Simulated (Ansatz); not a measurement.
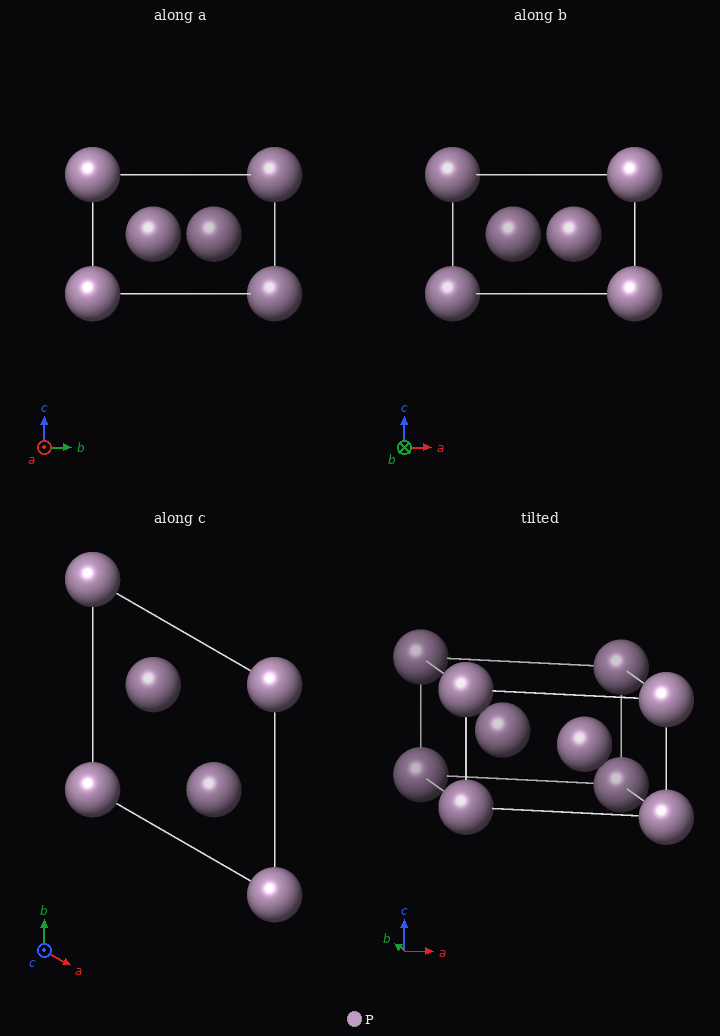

A spheres-only rendering, viewed along the a axis, along the b axis, along the c axis and slightly off an axis. The wireframe shows the conventional unit cell.

Lattice parameters: a = 4.3273 Å, b = 4.3273 Å, c = 2.4524 Å, α = 90.000°, β = 90.000°, γ = 120.000°.

**Give the atomic positions as a CIF in P1 with every atom of the cell.**

```cif
data_structure
_symmetry_space_group_name_H-M 'P 1'
_symmetry_Int_Tables_number 1
_cell_length_a 4.3273
_cell_length_b 4.3273
_cell_length_c 2.4524
_cell_angle_alpha 90.000
_cell_angle_beta 90.000
_cell_angle_gamma 120.000
_cell_volume 39.77
loop_
_atom_site_label
_atom_site_type_symbol
_atom_site_fract_x
_atom_site_fract_y
_atom_site_fract_z
_atom_site_occupancy
P1 P 0.0000 0.0000 0.0000 1
P2 P 0.3333 0.6667 0.5000 1
P3 P 0.6667 0.3333 0.5000 1
```

The model was built from a structure type filled with this element by a generator (whether the element takes this form wasn't checked). Earlier steps of the study may have refined or changed the cell and positions. It went into a calculation with Ansatz.

At this level of theory the cell isn't at rest (compressed, at 5 GPa), so its distances can differ from those at equilibrium, the more so the softer the solid.
